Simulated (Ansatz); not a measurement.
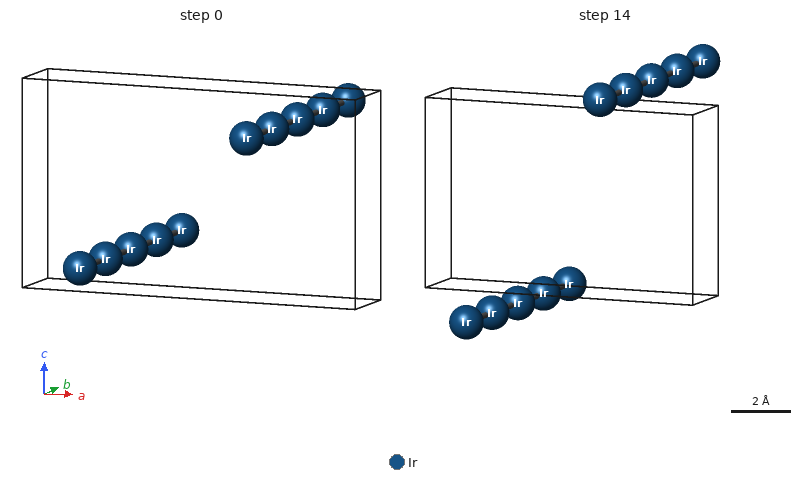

The structure of crystalline Ir (set up in Pmma) before (left) and after (right) a relaxation, at one scale.

Style: ball-and-stick. Shown: the cell of the calculation, repeated 1 × 2 × 1 with one cell outlined, slightly off an axis.

Case: no spin polarisation.

Computed with DFT PBEsol, scalar-relativistic, plane waves, PAW in Ansatz 0.2.0.

Input
```yaml
crystal:
  lattice:
    - [12.23845525, 0.0, 0.0]
    - [0.0, 2.23343126, 0.0]
    - [0.0, 0.0, 7.1930008]
  atoms:
    - { symbol: Ir, position: [0.25, 0.0, 0.1639884] }
    - { symbol: Ir, position: [0.75, 0.0, 0.8360116] }
basis:
  ecutwfc: 420
kpoints:
  mp_grid: { grid: [4, 18, 6] }
hamiltonian:
  xc: pbesol
scf:
  occupations: { method: gaussian, width: 0.1 }
  lower_state_search: "off"
output:
  forces: true
  stress: true
  eigenvalues: true
relax:
  adjacent_minimum: "off"
  f_tol: 0.01
  max_steps: 60
  cell: { stress_tol: 0.05 }
```

Command:
```bash
ansatz run input.yaml --threads 1 --pin off --max-ram 2560MiB --backend cpu --events-out ev --progress --plain --runs-dir out
```

Question: What changed between the two?

Answer: The run was cut off at its time limit before the relaxation converged, so the last structure is only a point on the way. The energy falls by 17.6 meV per atom in 14 geometry steps. Largest force component: 0.00073 eV/Å at the start, 0.013 eV/Å at the end. Pressure: 0.66 GPa at the start and −0.18 GPa at the end. The largest moves relative to the cell, 1.78 Å, are those of Ir1 and Ir2. Ir1 goes along −c. Cell: a 12.238 → 9.828 Å (−19.7 %), b 2.233 → 2.255 Å (+1.0 %), c 7.193 → 6.531 Å (−9.2 %). Volume −26.4 %. Some distances before and after: Ir1–Ir1 2.233 → 2.255 Å. The space group stays Pmma (No. 51). Cost: 15 min on 1 thread of Intel(R) Xeon(R) Processor @ 2.50GHz (Skylake/Cascade Lake), on a shared host, peak memory 0.69 GiB.
